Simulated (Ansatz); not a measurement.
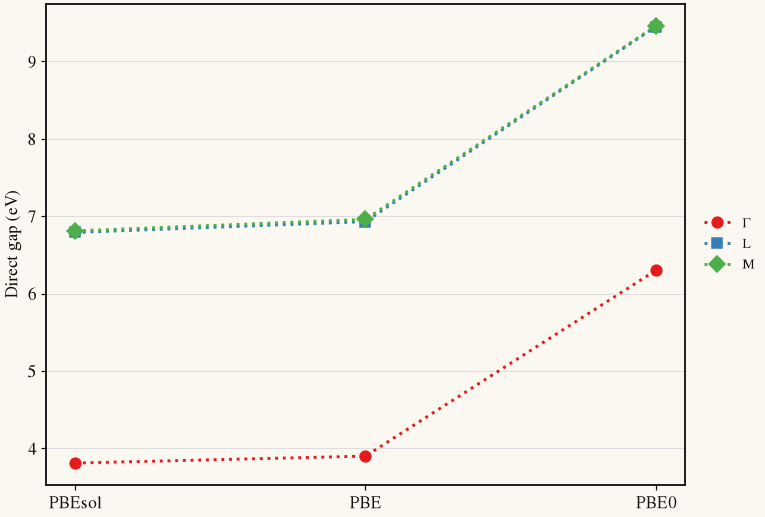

Direct gap at each named k point, by several methods on one cell of MgO, space group P-6m2 (No. 187), 2 atoms in the cell, volume scaled by a factor 0.94; a = 2.878 Å, c = 2.625 Å (hexagonal axes). All runs are without spin-orbit coupling and carry no moments. The cell is at 10 GPa in PBE. The smallest gap is indirect or lies off these points.

```csv
method,program,Γ (eV),L (eV),M (eV)
PBEsol,Ansatz LAPW,3.81,6.79,6.81
PBE,Ansatz LAPW,3.90,6.93,6.96
PBE0,Ansatz,6.30,9.45,9.46
```

Estimate the HSE06 values. It was run as: HSE06, Ansatz PAW, 6×6×6 k mesh, 420 eV cutoff, Fermi-Dirac smearing of 0.05 eV (Ansatz).

Answer. HSE06 screens off the long-range part of PBE0's exact exchange, so it lies between PBE and PBE0, here 0.73 eV under PBE0 at Γ. HSE06 gives 5.57 eV at Γ, 8.69 eV at L and 8.70 eV at M, which is +1.67 eV from PBE at Γ.

How do the methods rank at Γ?

Answer. From low to high: PBEsol 3.81, PBE 3.90, HSE06 5.57, PBE0 6.30 eV.

Settings. PBEsol: all-electron LAPW, 10×10×10 k mesh, Fermi-Dirac smearing of 0.05 eV (Ansatz). PBE: all-electron LAPW, 10×10×10 k mesh, Fermi-Dirac smearing of 0.05 eV (Ansatz 0.2.0). PBE0: Ansatz PAW, 6×6×6 k mesh, 420 eV cutoff, Fermi-Dirac smearing of 0.05 eV (Ansatz 0.2.0).

These are four of the 6 methods that were run on this cell. The runs come from different bases and meshes, which adds differences of its own. The usual form of MgO is rocksalt. LDA, GGA and most meta-GGA functionals understate gaps. HSE06 and PBE0: the k mesh is coarse, so the values aren't converged, least of all with exact exchange. HSE06 and PBE0: the PAW data sets were made with another functional. Over all k points computed the smallest gap is 3.40 eV in PBEsol, 3.50 eV in PBE, 5.13 eV in HSE06 and 5.87 eV in PBE0, and such a mesh can miss a smaller one.
